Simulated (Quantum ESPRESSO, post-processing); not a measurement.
# SiC(110), H on both faces, stepped through the number of layers, part 5 of 11

Aim: how the results for SiC(110), H on both faces change with the number of layers.

Quantum ESPRESSO 7.5; plane-wave DFT, PBE, GBRV ultrasoft pseudopotentials.

So far. Step 2 (Relaxing cell and ions of the reference):  The last row is no step: it is a fresh SCF in the final cell with a new plane-wave basis, +0 meV from the row before. Step 4 (Relaxation with pw.x, 3 layers): The relaxation lowers the energy by 6 meV an atom.

**7. Ground state, 3 layers: field 0.1 V/Å**

The same atoms in a field; the change of the dipole measures the screening.

Input file m0.f1.in:

```
&control
  prefix = 'm0.f1'
  outdir = './out'
  pseudo_dir = './pseudo'
  calculation = 'scf'
  tprnfor = .true.
  tefield = .true.
  dipfield = .true.
/
&system
  ibrav = 0
  nat = 10
  ntyp = 3
  ecutwfc = 40
  ecutrho = 200
  occupations = 'smearing'
  smearing = 'fd'
  degauss = 0.002
  edir = 3
  emaxpos = 0.97
  eopreg = 0.04
  eamp = 0.00194469
  nbnd = 18
/
&electrons
  conv_thr = 1e-09
  mixing_beta = 0.4
  electron_maxstep = 120
  mixing_mode = 'plain'
  startingpot = 'file'
/
ATOMIC_SPECIES
  H   1.0080  h_pbe_v1.4.uspp.F.UPF
  Si  28.0850  si_pbe_v1.uspp.F.UPF
  C   12.0110  c_pbe_v1.2.uspp.F.UPF
CELL_PARAMETERS angstrom
  4.37818550200000 0.00000000000000 0.00000000000000
  0.00000000000000 3.09619996900000 0.00000000000000
  0.00000000000000 0.00000000000000 21.49118811849718
ATOMIC_POSITIONS crystal
  H   0.812603640900 0.000000000000 0.370695322200
  H   0.388094812400 0.500000000000 0.386931282400
  Si  0.004704236200 0.000000000000 0.428724280400
  C   0.245955390000 0.500000000000 0.429530120200
  Si  0.503686055400 0.500000000000 0.500000000000
  C   0.751327194600 0.000000000000 0.500000000000
  Si  0.004704236200 0.000000000000 0.571275719600
  C   0.245955390000 0.500000000000 0.570469879800
  H   0.388094812400 0.500000000000 0.613068717600
  H   0.812603640900 0.000000000000 0.629304677800
K_POINTS automatic
  4 8 1 0 0 0
```

Run with:

```sh
> cp -r out/m0.f0.save out/m0.f1.save
> OMP_NUM_THREADS=1 mpirun -n 4 pw.x -nk 2 -in m0.f1.in > m0.f1.out
```

The log of the run:

```text
[banner, memory and clock lines left out]
Program PWSCF v.7.5 starts
[citation notice left out]

[...]
bravais-lattice index     =            0
     lattice parameter (alat)  =       8.2736  a.u.
     unit-cell volume          =    1965.9849 (a.u.)^3
     number of atoms/cell      =           10
     number of atomic types    =            3
     number of electrons       =        28.00
     number of Kohn-Sham states=           18
     kinetic-energy cutoff     =      40.0000  Ry
     charge density cutoff     =     200.0000  Ry
     scf convergence threshold =      1.0E-09
     mixing beta               =       0.4000
     number of iterations used =            8  plain     mixing
     Exchange-correlation= SLA  PW   PBE  PBE
                           (   1   4   3   4   0   0   0)

[...]
PseudoPot. # 1 for H  read from file:
     ./pseudo/h_pbe_v1.4.uspp.F.UPF
     Pseudo is Ultrasoft, Zval =  1.0
     Generated by new atomic code, or converted to UPF format
     Using radial grid of  615 points,  2 beta functions with:
                l(1) =   0
                l(2) =   0
     Q(r) pseudized with  8 coefficients,  rinner =    0.700

     PseudoPot. # 2 for Si read from file:
     ./pseudo/si_pbe_v1.uspp.F.UPF
     Pseudo is Ultrasoft + core correction, Zval =  4.0
     Generated by new atomic code, or converted to UPF format
     Using radial grid of  899 points,  6 beta functions with:
                l(1) =   0
                l(2) =   0
                l(3) =   1
                l(4) =   1
                l(5) =   2
                l(6) =   2
     Q(r) pseudized with  8 coefficients,  rinner =    0.900   0.900   0.900
                                                       0.900   0.900

     PseudoPot. # 3 for C  read from file:
     ./pseudo/c_pbe_v1.2.uspp.F.UPF
     Pseudo is Ultrasoft + core correction, Zval =  4.0
     Generated by new atomic code, or converted to UPF format
     Using radial grid of  721 points,  4 beta functions with:
                l(1) =   0
                l(2) =   0
                l(3) =   1
                l(4) =   1
     Q(r) pseudized with  8 coefficients,  rinner =    1.100   1.100   1.100

     atomic species   valence    mass     pseudopotential
     H                 1.00     1.00800     H ( 1.00)
     Si                4.00    28.08500     Si( 1.00)
     C                 4.00    12.01100     C ( 1.00)

     No symmetry found

[...]
number of k points=    18  Fermi-Dirac smearing, width (Ry)=  0.0020
[...]
Dense  grid:    93893 G-vectors     FFT dimensions: (  40,  27, 192)

     Smooth grid:    67201 G-vectors     FFT dimensions: (  36,  24, 180)

     The initial density is read from file :
     ./out/m0.f1.save/charge-density

     negative rho (up, down):  1.146E-03 0.000E+00

     Adding external electric field

     Computed dipole along edir(3) :
        Dipole               -0.0000 Ry au,         -0.0000 Debye
        Dipole field         -0.0000 Ry au,

        E field amplitude [Ha a.u.]:  1.9447E-03
        Potential amp.        0.1516 Ry
        Total length         38.9880 bohr

     Starting wfcs are   28 randomized atomic wfcs

     per-process dynamical memory:    46.8 Mb

     Self-consistent Calculation

     iteration #  1     ecut=    40.00 Ry     beta= 0.40
     Davidson diagonalization with overlap
     c_bands:  1 eigenvalues not converged
     c_bands:  1 eigenvalues not converged
     c_bands:  1 eigenvalues not converged
     c_bands:  2 eigenvalues not converged
     c_bands:  2 eigenvalues not converged
     c_bands:  1 eigenvalues not converged
     ethr =  1.00E-05,  avg # of iterations = 19.6

     negative rho (up, down):  1.147E-03 0.000E+00

     Adding external electric field

     Computed dipole along edir(3) :
        Dipole                0.1427 Ry au,          0.3628 Debye
        Dipole field          0.0009 Ry au,

        E field amplitude [Ha a.u.]:  1.9447E-03
        Potential amp.        0.0805 Ry
        Total length         38.9880 bohr

     total energy              =     -68.02551236 Ry
     estimated scf accuracy    <       0.00294350 Ry

     iteration #  2     ecut=    40.00 Ry     beta= 0.40
[...]
negative rho (up, down):  1.147E-03 0.000E+00

[...]
Dipole                0.0751 Ry au,          0.1909 Debye
[...]
E field amplitude [Ha a.u.]:  1.9447E-03
[...]
total energy              =     -68.02634572 Ry
     estimated scf accuracy    <       0.00332650 Ry

     iteration #  3     ecut=    40.00 Ry     beta= 0.40
[...]
negative rho (up, down):  1.147E-03 0.000E+00

[...]
Dipole                0.0726 Ry au,          0.1846 Debye
[...]
E field amplitude [Ha a.u.]:  1.9447E-03
[...]
total energy              =     -68.02681709 Ry
     estimated scf accuracy    <       0.00001196 Ry

     iteration #  4     ecut=    40.00 Ry     beta= 0.40
[...]
negative rho (up, down):  1.146E-03 0.000E+00

[...]
Dipole                0.0756 Ry au,          0.1923 Debye
[...]
E field amplitude [Ha a.u.]:  1.9447E-03
[...]
total energy              =     -68.02683586 Ry
     estimated scf accuracy    <       0.00000608 Ry

     iteration #  5     ecut=    40.00 Ry     beta= 0.40
[...]
negative rho (up, down):  1.146E-03 0.000E+00

[...]
Dipole                0.0767 Ry au,          0.1950 Debye
[...]
E field amplitude [Ha a.u.]:  1.9447E-03
[...]
total energy              =     -68.02683659 Ry
     estimated scf accuracy    <       0.00000014 Ry

     iteration #  6     ecut=    40.00 Ry     beta= 0.40
[...]
negative rho (up, down):  1.146E-03 0.000E+00

[...]
Dipole                0.0764 Ry au,          0.1941 Debye
[...]
E field amplitude [Ha a.u.]:  1.9447E-03
[...]
total energy              =     -68.02683664 Ry
     estimated scf accuracy    <       0.00000014 Ry

     iteration #  7     ecut=    40.00 Ry     beta= 0.40
[...]
negative rho (up, down):  1.146E-03 0.000E+00

[...]
Dipole                0.0764 Ry au,          0.1942 Debye
[...]
E field amplitude [Ha a.u.]:  1.9447E-03
[...]
total energy              =     -68.02683667 Ry
     estimated scf accuracy    <          3.7E-09 Ry

     iteration #  8     ecut=    40.00 Ry     beta= 0.40
[...]
negative rho (up, down):  1.146E-03 0.000E+00

[...]
Dipole                0.0765 Ry au,          0.1944 Debye
[...]
E field amplitude [Ha a.u.]:  1.9447E-03
[...]
total energy              =     -68.02683666 Ry
     estimated scf accuracy    <          8.2E-09 Ry

     iteration #  9     ecut=    40.00 Ry     beta= 0.40
[...]
negative rho (up, down):  1.146E-03 0.000E+00

[...]
Dipole                0.0766 Ry au,          0.1946 Debye
[...]
E field amplitude [Ha a.u.]:  1.9447E-03
[...]
End of self-consistent calculation

          k = 0.0000 0.0000 0.0000 (  8423 PWs)   bands (ev):

   -16.2661 -14.3894 -12.4984  -9.1108  -8.0324  -7.8726  -6.4064  -5.5398
    -5.5022  -4.2868  -2.9087  -2.8836  -2.7579  -1.8917   0.9826   2.2533
     2.6723   2.9364

          k = 0.0000 0.1768 0.0000 (  8378 PWs)   bands (ev):

   -16.0720 -14.2205 -12.4009  -9.0126  -8.0267  -7.7385  -6.2670  -5.5254
    -5.4327  -5.2204  -3.6486  -3.0440  -2.7753  -2.6215   1.5598   2.6635
     3.0738   3.2875

[...]
the Fermi energy is    -0.3958 ev

!    total energy              =     -68.02683667 Ry
     estimated scf accuracy    <          1.4E-10 Ry
     smearing contrib. (-TS)   =       0.00000000 Ry
     internal energy E=F+TS    =     -68.02683667 Ry

     The total energy is F=E-TS. E is the sum of the following terms:
     one-electron contribution =    -754.49903660 Ry
     hartree contribution      =     383.56763060 Ry
     xc contribution           =     -27.05183785 Ry
     ewald contribution        =     329.95666746 Ry
     electric field correction =      -0.00026029 Ry

     convergence has been achieved in   9 iterations

     negative rho (up, down):  1.146E-03 0.000E+00

     Forces acting on atoms (cartesian axes, Ry/au):

     atom    1 type  1   force =    -0.00007449   -0.00000000   -0.00063544
     atom    2 type  1   force =     0.00021623   -0.00000001   -0.00001707
     atom    3 type  2   force =    -0.00057837   -0.00000000    0.00182021
     atom    4 type  3   force =    -0.00004712   -0.00000002   -0.00088791
     atom    5 type  2   force =     0.00031006    0.00000000    0.00152125
     atom    6 type  3   force =    -0.00007116    0.00000001   -0.00169998
     atom    7 type  2   force =    -0.00043427    0.00000001    0.00177036
     atom    8 type  3   force =     0.00065220    0.00000000   -0.00137217
     atom    9 type  1   force =    -0.00012969    0.00000001    0.00013251
     atom   10 type  1   force =     0.00015661    0.00000001   -0.00063176

     Total force =     0.004036     Total SCF correction =     0.000028

[...]
```

The job ended after 20 s (4 MPI ranks of Arm Neoverse V1, shared host; peak memory 0.56 GiB; 81 s of CPU time).

This step gave:

* free energy: -925.5523 eV
* Fermi energy: -0.3958 eV
* dipole along the normal: 0.04051 e·Å
* valence top, on the run's zero: -1.892 eV
* conduction bottom, on the run's zero: 0.8495 eV
* gap by band count: 2.741 eV

**8. Potential by pp.x, 3 layers**

Input file m0.f1.pot.in:

```
&inputpp
  prefix = 'm0.f1'
  outdir = './out'
  filplot = 'm0.f1.pot.dat'
  plot_num = 11
/
```

Run with:

```sh
> OMP_NUM_THREADS=1 mpirun -n 4 pp.x -in m0.f1.pot.in > m0.f1.pot.out
```

The log of the run:

```text
[banner, memory and clock lines left out]
Program POST-PROC v.7.5 starts
[citation notice left out]

[...]
./out/m0.f1.save/

[...]
negative rho (up, down):  1.146E-03 0.000E+00

     Adding external electric field

     Computed dipole along edir(3) :
        Dipole                0.0766 Ry au,          0.1946 Debye
        Dipole field          0.0005 Ry au,

        E field amplitude [Ha a.u.]:  1.9447E-03
        Potential amp.        0.1135 Ry
        Total length         38.9880 bohr

     Calling punch_plot, plot_num =  11

     Adding external electric field

     Computed dipole along edir(3) :
        Dipole                0.0766 Ry au,          0.1946 Debye
        Dipole field          0.0005 Ry au,

        E field amplitude [Ha a.u.]:  1.9447E-03
        Potential amp.        0.1135 Ry
        Total length         38.9880 bohr

     Writing data to file  m0.f1.pot.dat
     Message from routine chdens:
     namelist plot not found or invalid, exiting
```

Wall time 0.98 s (4 MPI ranks); peak memory 0.11 GiB; 3.6 s of CPU time.

Numbers from this step:

* slope of the potential above: 0.10000 eV/Å
* upper vacuum line continued to the top atoms, over the valence top: 5.266 eV
* slope of the potential below: 0.10000 eV/Å
* lower vacuum line continued to the bottom atoms, over the valence top: 5.251 eV

The potential energy, planar mean oscillates, so the rows of the table below give means over windows of 2 Å about each position, cut where the curve ends. Its maxima inside the range that stand out by 2 % of the span (Å: eV): 6.4: 5.06, 10.0: -2.84, 11.5: -2.81, 20.8: 6.00. Its minima: 0.2: 4.48, 9.2: -11.2, 10.7: -11.6, 12.3: -11.1.

Electrostatic potential energy of an electron, with the sawtooth; zero at the highest filled level of the SCF mesh. Potential energy, planar mean against z; means over each step:

| z (Å) | potential energy, planar mean (eV) |
| --- | --- |
| 0 | 4.55 |
| 2 | 4.65 |
| 4 | 4.85 |
| 6 | 5.02 |
| 8 | 0.885 |
| 10 | -7.91 |
| 12 | -6.37 |
| 14 | 3.53 |
| 16 | 5.51 |
| 18 | 5.71 |
| 20 | 5.90 |

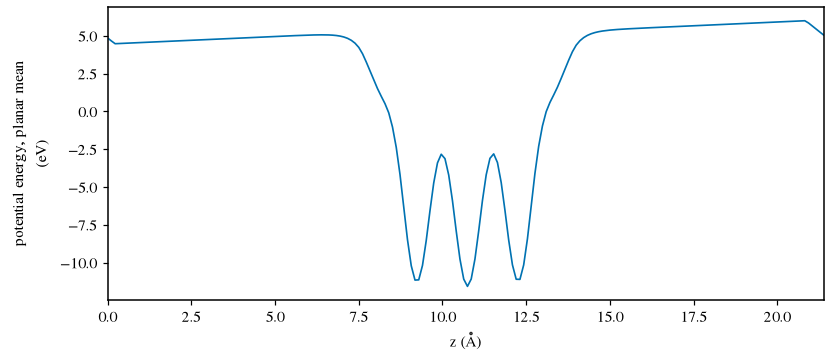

Potential energy, planar mean against z.

The slope in the vacuum is 0.100 eV/Å for an applied 0.10 V/Å, as it should be.

**9. Response between 0 and 0.1 V/A, ions held, 3 layers**

The polarisability follows from the two dipoles.

Numbers from this step:

* change of slope in the vacuum: 0.10000 eV/Å
* polarisability a cell: 5.834 Å³
* sheet polarisability 4πα/A: 5.408 Å

Change of the potential energy, second field less first against z:

| z (Å) | change of the potential energy, second field less first (eV) |
| --- | --- |
| 0 | -0.402 |
| 2 | -0.604 |
| 4 | -0.404 |
| 6 | -0.204 |
| 8 | -0.0473 |
| 10 | -0.0112 |
| 12 | 0.0174 |
| 14 | 0.0730 |
| 16 | 0.256 |
| 18 | 0.456 |
| 20 | 0.656 |

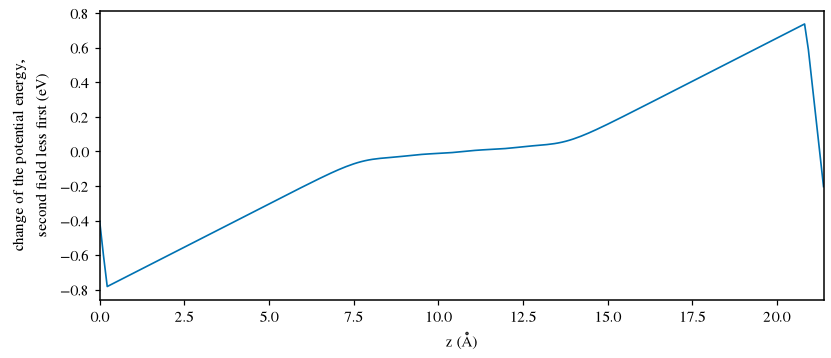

Change of the potential energy, second field less first, plotted against z.

(Part 5 of 11 ends here.)

[Logs are printed without paths, hosts, clocks, repeated set-up lines and the standing remarks that a program may print on its own settings, such as how far it seeks lower states.]

[Hosts, paths, dates, database ids (printed as entryN), source tags and the programs' standing remarks are cut or masked in the printed files.]

[Maps of the electrostatic potential energy from Ansatz leave out the sawtooth potential of an applied field or a dipole correction, so their vacuum need not be flat; planar profiles and work functions include it.]
